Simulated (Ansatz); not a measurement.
System: MgSe.

```cif
data_structure
_symmetry_space_group_name_H-M 'P 1'
_symmetry_Int_Tables_number 1
_cell_length_a 5.5089
_cell_length_b 5.5089
_cell_length_c 5.5089
_cell_angle_alpha 90.000
_cell_angle_beta 90.000
_cell_angle_gamma 90.000
_cell_volume 167.19
loop_
_atom_site_label
_atom_site_type_symbol
_atom_site_fract_x
_atom_site_fract_y
_atom_site_fract_z
_atom_site_occupancy
Mg1 Mg 0.00000 0.00000 0.00000 1
Mg2 Mg 0.50000 0.50000 0.00000 1
Mg3 Mg 0.50000 0.00000 0.50000 1
Mg4 Mg 0.00000 0.50000 0.50000 1
Se1 Se 0.50000 0.00000 0.00000 1
Se2 Se 0.00000 0.50000 0.00000 1
Se3 Se 0.00000 0.00000 0.50000 1
Se4 Se 0.50000 0.50000 0.50000 1
```

Space group Fm-3m.

All numbers below come from DFT PBE, spin-orbit coupling, plane waves, PAW (Ansatz).

### What will maps of the valence pseudo-density and electron localisation function show?

Mg–Se (2.75 Å): ρ is about 0.25 e/Å³ halfway; the ELF is about 0.75 at the midpoint; a closed-shell, largely ionic contact.

### Does the calculation make it a metal, or give it a gap?

It is gapped, with a Kohn–Sham gap of 1.6 eV on the k-point mesh, an upper bound to the gap of this method.

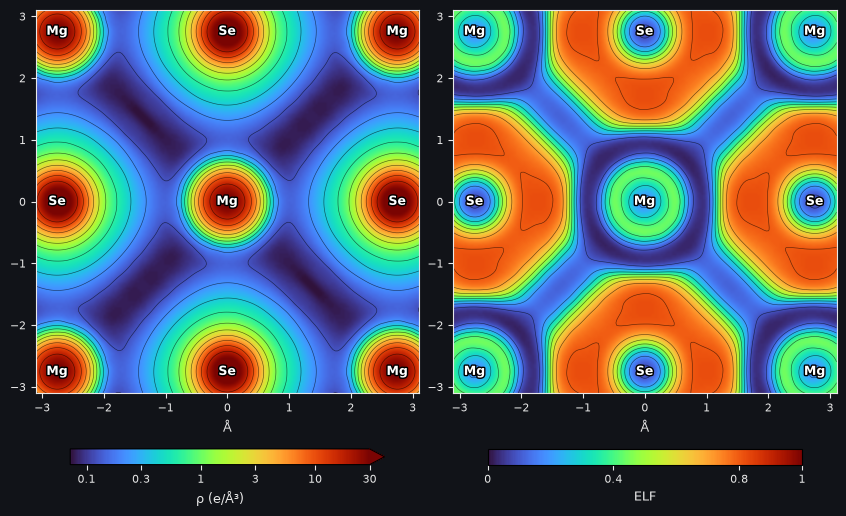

Computed valence pseudo-density and electron localisation function on the (001) plane of the conventional cell, in this order. 

In a PAW calculation such maps are meaningful between the atoms, not at the nuclei.
